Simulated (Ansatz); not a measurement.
Be

The calculation's input:

```
crystal:
  lattice:
    - [2.1915002847, 0.0, 0.0]
    - [0.0, 2.1915002847, 0.0]
    - [0.0, 0.0, 2.1915002847]
  atoms:
    - { symbol: Be, position: [0.0, 0.0, 0.0] }
hamiltonian:
  xc: rpbe
  pseudopotentials:
    kind: paw
    azcp:
      Be: "pseudopotentials/Be.paw.azcp"
basis:
  ecutwfc: 420
  fft_grid_basis: typed
kpoints:
  mp_grid: { grid: [16, 16, 16], shift: [0, 0, 0] }
magnetization:
  spin_polarized: false
scf:
  occupations: { method: fermi_dirac, width: 0.1 }
  lower_state_search: "off"
output:
  stress: true
  write_density: true
  write_potential: true
  elf: true
  volumetric_format: npy
```

Command:

```sh
ansatz run input.yaml --threads 2 --pin off --max-ram 5120MiB --backend cpu --events-out ev --progress --plain --runs-dir out
```

Below, planes, directions and counts refer to the conventional cell (a = 2.19 Å, b = 2.19 Å, c = 2.19 Å, α = 90.00°, β = 90.00°, γ = 90.00°).

Space group Pm-3m; set up as Be, simple cubic; a generated structure, not necessarily the stable one; changed on purpose from its base cell (volume × 1.0).

These are results of Ansatz, DFT, RPBE, plane waves (420 eV) with PAW, scalar-relativistic, not measurements.

The density is the valence pseudo-density of a PAW calculation; it isn't the true density close to the nuclei.

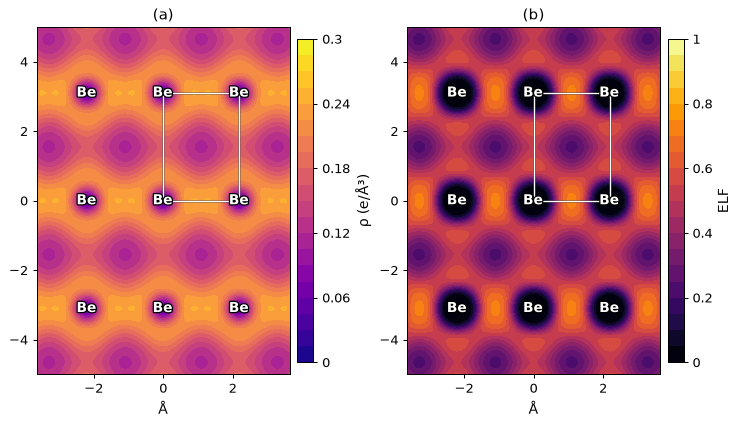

Figure 1. (a) valence electron density; (b) ELF on the (110) plane of the conventional cell.

What do the fields say about this system?

Answer. The section cuts through Be sites.
Be–Be (2.19 Å): ρ is about 0.24 e/Å³ halfway; the ELF peaks at about 0.70 between the atoms.
Between the atoms the lowest density in this plane is 0.12 e/Å³.

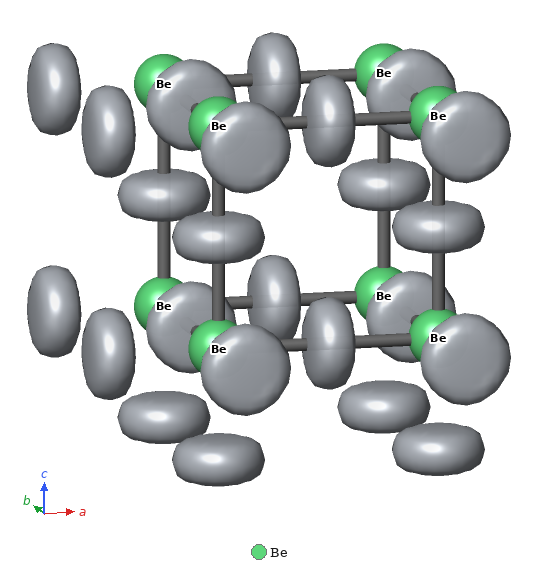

Figure 2. Isosurface of the ELF at 0.65 (grey), seen slightly off an axis. Core shells and regions of very low density are left out. Sticks mark near contacts.

Identify the bonds, lone pairs and shells in this picture.

Answer. The surface consists of three regions between bonded Be–Be atoms, counted in one cell of 1 atoms. Regions shared between cells count once.

Does the calculation make it a metal, or give it a gap?

Answer. It is metallic or semimetallic at this level of theory: no gap opens.
